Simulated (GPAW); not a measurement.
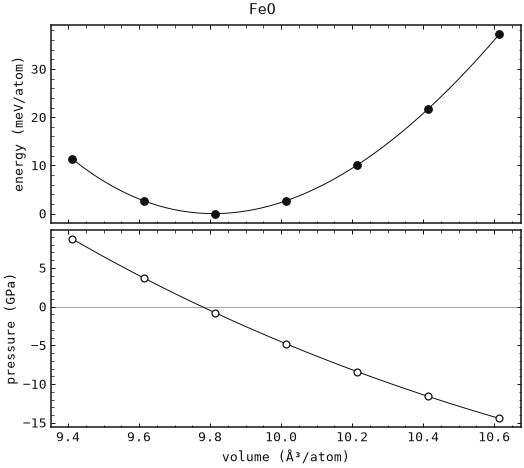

Computed with GPAW 26.7.0: PAW DFT in plane waves, on a grid or in atomic orbitals, collinear spins; energies at scaled volumes of the given cell, shape and fractions fixed, counted from the fit's minimum, third-order Birch-Murnaghan fit. Level: r2SCAN, collinear spin.

- k mesh: 11×11×11
- occupations: Fermi–Dirac
- smearing width: 0.05 eV
- potentials: GPAW PAW data sets (gpaw data 1.2.1)
- wave cutoff: 800 eV
- program settings: basis pw

Cell as given: a = 3.048 Å, b = 3.048 Å, c = 3.048 Å, α = 60.00°, β = 60.00°, γ = 60.00°; 2 atoms.

Energy and pressure against volume for FeO, space group Fm-3m (No. 225).

A third-order Birch–Murnaghan fit gives V0 = 9.81 Å³/atom, B0 = 209 GPa and B′ = 4.5. The energy is 11.34 meV/atom at volume 9.41 Å³/atom and 37.19 meV/atom at 10.61 Å³/atom; the lowest computed point is at volume 9.81 Å³/atom (0.01 meV/atom), in a single well. The pressure falls from 8.73 GPa at volume 9.41 Å³/atom to −14.44 GPa at 10.61 Å³/atom, and changes sign near 9.78 Å³/atom.

Note: the fit and the printed pressures don't fully agree.
